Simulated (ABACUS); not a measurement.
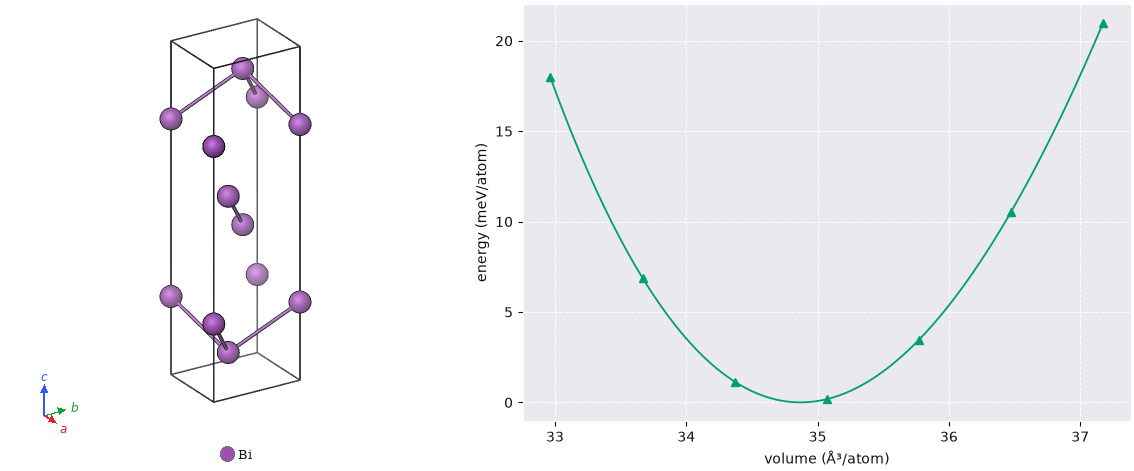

The plot gives the computed energy against volume for Bi, space group R-3m (No. 166). The conventional cell is drawn beside the plot.

Structure:
```
Bi
1.0
     2.26750    1.30914    3.93800
    -2.26750    1.30914    3.93800
     0.00000   -2.61828    3.93800
Bi
2
Direct
  0.76600 0.76600 0.76600
  0.23400 0.23400 0.23400
```

Method: DFT in plane waves or numerical atomic orbitals with pseudopotentials, no spin polarisation; energies at scaled volumes of the given cell, shape and fractions fixed, counted from the fit's minimum, third-order Birch-Murnaghan fit (ABACUS 3.10.1). Level: PBEsol.

| setting | value |
| --- | --- |
| k mesh | 7×7×7 |
| occupations | Fermi–Dirac |
| smearing width | 0.05 eV |
| potentials | PseudoDojo NC SR 0.4.1 PBEsol standard |
| wave cutoff | 898 eV |
| density cutoff | 3592 eV |
| program settings | basis pw |

From this curve and the settings, what does the calculation give for the pressure at the same points?

The pressure falls from 3.14 GPa at volume 32.97 Å³/atom to −2.79 GPa at 37.17 Å³/atom, and changes sign near 34.85 Å³/atom.

| volume (Å³/atom) | pressure (GPa) |
| --- | --- |
| 32.97 | 3.14 |
| 33.67 | 1.85 |
| 34.37 | 0.70 |
| 35.07 | −0.32 |
| 35.77 | −1.24 |
| 36.47 | −2.06 |
| 37.17 | −2.79 |

Note: spin-orbit coupling left out, heavy elements; shape and atomic fractions are frozen while scaling, which makes layered, chain and framework solids too stiff.
